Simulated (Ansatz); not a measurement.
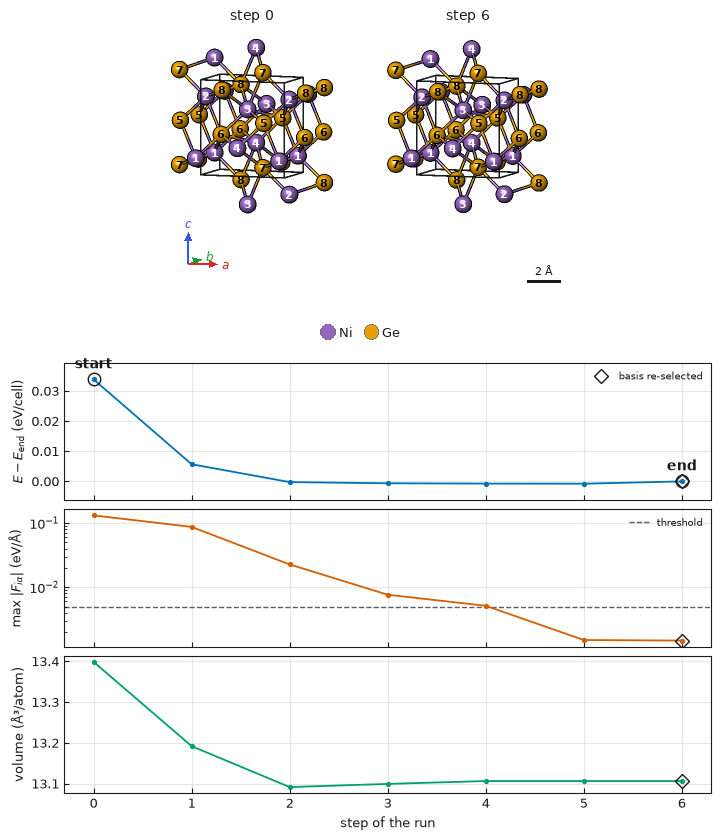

First and last geometry of a relaxation of solid NiGe (set up in Pnma), with the history of the run. Style: ball-and-stick. Shown: the cell of the calculation, slightly off an axis.

Level of theory: Ansatz, DFT PBEsol, scalar-relativistic, plane waves, PAW.

Input
```yaml
crystal:
  lattice:
    - [5.381, 0.0, 0.0]
    - [0.0, 3.428, 0.0]
    - [0.0, 0.0, 5.811]
  atoms:
    - { symbol: Ni, position: [0.995, 0.75, 0.19] }
    - { symbol: Ni, position: [0.005, 0.25, 0.81] }
    - { symbol: Ni, position: [0.505, 0.25, 0.69] }
    - { symbol: Ni, position: [0.495, 0.75, 0.31] }
    - { symbol: Ge, position: [0.812, 0.75, 0.583] }
    - { symbol: Ge, position: [0.188, 0.25, 0.417] }
    - { symbol: Ge, position: [0.688, 0.25, 0.083] }
    - { symbol: Ge, position: [0.312, 0.75, 0.917] }
basis:
  ecutwfc: 420
kpoints:
  mp_grid: { grid: [8, 10, 6] }
hamiltonian:
  xc: pbesol
scf:
  occupations: { method: gaussian, width: 0.1 }
output:
  forces: true
  stress: true
  eigenvalues: true
relax:
  adjacent_minimum: "off"
  f_tol: 0.005
  max_steps: 80
  cell: { stress_tol: 0.05 }
```

Run as
```bash
ansatz run input.yaml --threads 2 --pin off --max-ram 5120MiB --backend cpu --events-out ev --progress --plain --runs-dir out
```

Q: Read the history and describe the run.

A: It converged. The largest moves relative to the cell, 0.031 Å, are those of Ge5, Ge6, Ge7 and Ge8. Ge6 goes along −c. Largest moves by element: Ge 0.031 Å, Ni 0.013 Å. Cell: a 5.381 → 5.311 Å (−1.3 %), b 3.428 → 3.440 Å (+0.4 %), c 5.811 → 5.739 Å (−1.2 %). Volume −2.2 %. Some distances before and after: Ni1–Ge7 2.460 → 2.431 Å, Ni1–Ge6 2.399 → 2.381 Å, Ni1–Ge8 2.329 → 2.323 Å. The space group stays Pnma (No. 62). Over 5 accepted moves (6 points after the start) the energy falls by 33.9 meV per cell of the calculation. Largest force component: 0.13 eV/Å at the start, 0.0015 eV/Å at the end. Pressure: −3.25 GPa at the start and 0.00 GPa at the end. At 1 point the geometry stayed and the basis and grid were re-selected for the new cell (energy shift of 0.8 meV per cell of the calculation at most each time). Cost: 4.9 min on 2 threads of Intel(R) Xeon(R) Platinum 8259CL CPU @ 2.50GHz (Skylake/Cascade Lake), on a shared host, peak memory 1 GiB.

```csv
step,"E − E(0), meV/atom","largest force component, eV/Å","pressure, GPa","volume, Å³/atom",note
0,0.00,0.1325,-3.25,13.399,
1,-3.52,0.0876,-1.03,13.192,
2,-4.26,0.0227,0.14,13.092,
3,-4.31,0.0076,0.05,13.099,
4,-4.33,0.0051,0.03,13.106,
5,-4.33,0.0015,-0.01,13.106,
6,-4.24,0.0015,0.00,13.106,"same geometry, new basis"
```
